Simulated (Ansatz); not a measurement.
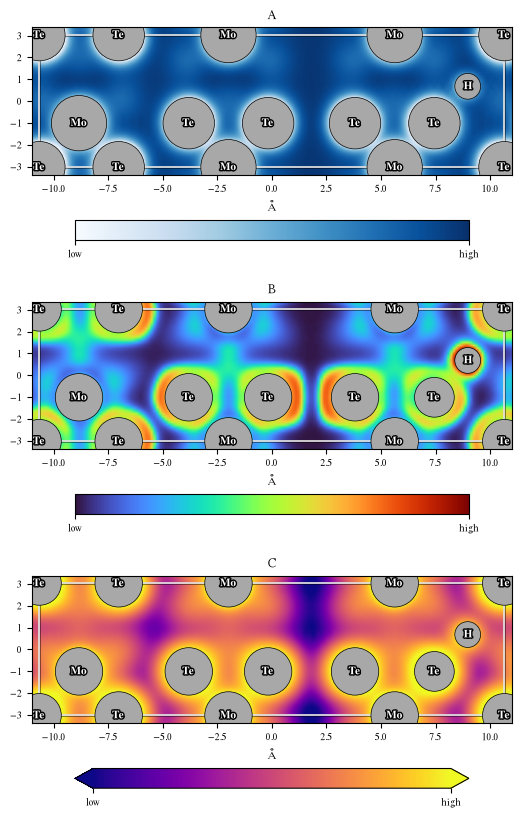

Te$_{6}$Mo$_{3}$H (distorted or defective cell): 3 fields on the (110) plane of the calculation cell, with unlabelled colour scales. Grey discs cover the atomic cores.

Computed without spin polarisation; PAW files of the earlier set (soft_1).

Theory: Ansatz 0.2.0, DFT PBE+D3(BJ), scalar-relativistic, plane waves, PAW.

Question: Which field does each panel show? The fields are: electron localisation function, electrostatic potential energy of an electron and valence pseudo-density.

Answer: Panel A: electrostatic potential energy of an electron (low next to the atoms, rising into the space between them). Panel B: electron localisation function. Panel C: valence pseudo-density. From the grid: Te–H (2.28 Å): the density is about 0.44 e/Å³ at the midpoint; the ELF climbs to about 1 towards the hydrogen, as it does in any bond to H. Te–Mo (2.72 Å): ρ at the midpoint is about 0.45 e/Å³; the ELF is about 0.55 at the midpoint.
